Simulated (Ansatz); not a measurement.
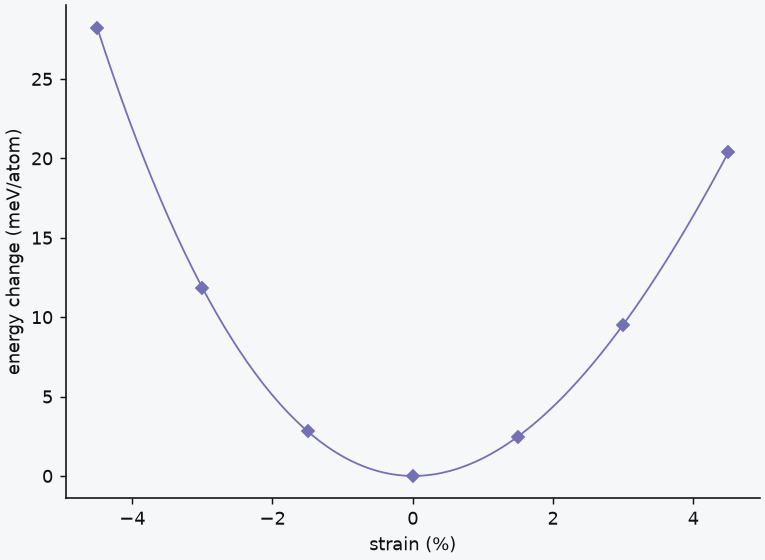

The picture above shows the energy change against strain for SrTiO₃, space group Pm-3m (No. 221).

Starting cell:
```
CELL_PARAMETERS angstrom
3.94713 0.00000 0.00000
0.00000 3.94713 0.00000
0.00000 0.00000 3.94713
ATOMIC_POSITIONS crystal
Sr 0.00000 0.00000 0.00000
Ti 0.50000 0.50000 0.50000
O 0.50000 0.00000 0.50000
O 0.50000 0.50000 0.00000
O 0.00000 0.50000 0.50000
```

Method: energy, stress and cell of a relaxed crystal along a series of strains, atoms and what the cell freedom names relaxed within the symmetry; stress is positive in compression; plane waves with PAW datasets, Γ-centred k mesh; energies extrapolated to zero smearing (Ansatz 0.2.0). Level: PBE, no spin polarisation. Hubbard U_eff: Ti d 4 eV.

wave cutoff 420 eV; k mesh 8×8×8; occupations Gaussian; smearing width 0.02 eV; strain kind stretch along c with a and b held; cell freedom cell held, only c stretched.

From this curve and the settings, what does the calculation give for the band gap, c/a and stress xx at the same points?

The band gap stays open and runs from 2.379 eV at strain −4.5 % to 2.134 eV at 4.5 %. The c/a rises from 0.955 at strain −4.5 % to 1.045 at 4.5 %. The stress xx falls from 4.95 GPa at strain −4.5 % to −3.97 GPa at 4.5 %, and changes sign near 0.0 %.

| strain (%) | band gap (eV) | c/a | stress xx (GPa) |
| --- | --- | --- | --- |
| −4.5 | 2.379 | 0.955 | 4.95 |
| −3.0 | 2.349 | 0.970 | 3.19 |
| −1.5 | 2.322 | 0.985 | 1.54 |
| 0.0 | 2.298 | 1.000 | 0.01 |
| 1.5 | 2.241 | 1.015 | −1.42 |
| 3.0 | 2.186 | 1.030 | −2.74 |
| 4.5 | 2.134 | 1.045 | −3.97 |
